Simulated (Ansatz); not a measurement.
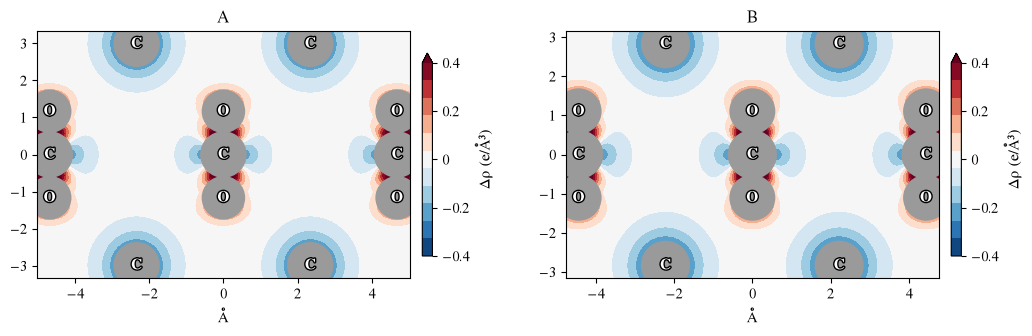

CO₂: deformation density on the (110) plane of the conventional cell at two volumes, with the same fractional coordinates and one colour scale. Grey discs cover the cores.

Space group P4_2/mnm. The cell comes from a database of computed structures, not from a measurement.

Method: Ansatz 0.2.0, DFT PBE, scalar-relativistic, plane waves, PAW.

Q: How do the two volumes compare, and how does the bonding charge respond?

A: A is the larger cell: B has 85 % of the volume of A.
The pressure is 2 GPa in A and 31 GPa in B.
Bader charges in A: C +2.25 and O −1.12 e; in B: C +2.43 and O −1.21 e.
The rearranged charge is 0.22 e an atom in A and 0.24 e in B.
The scaled cell isn't relaxed: forces reach 7.9 eV/Å.
